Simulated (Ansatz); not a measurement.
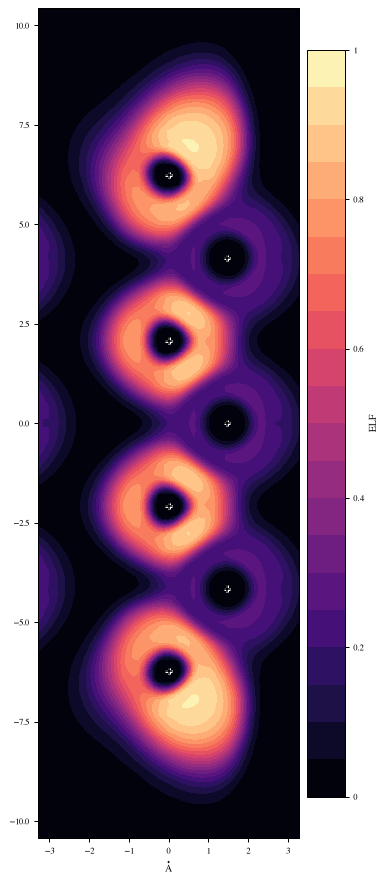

The electron localisation function on a plane through atoms (crosses mark nuclei in the plane).

All numbers below come from DFT PBEsol, scalar-relativistic, plane waves, PAW in Ansatz 0.2.0.

Candidates:
A. InP (slab), a = 4.16 Å, b = 5.88 Å, c = 27.47 Å, α = 90.00°, β = 90.00°, γ = 90.00°. Not relaxed (largest force 1.6 eV/Å).
B. SiC, a = 3.08 Å, b = 3.08 Å, c = 5.05 Å, α = 90.00°, β = 90.00°, γ = 120.00°. Space group P6₃mc.

**Which system is this?**

Candidate A: InP on the (100) plane of the calculation cell, a cut from vacuum to vacuum, which holds P and In. In–P (2.55 Å): the ELF peaks at about 0.90 in the valence shell of P, 0.9 Å from its nucleus, and is about 0.55 at the midpoint.
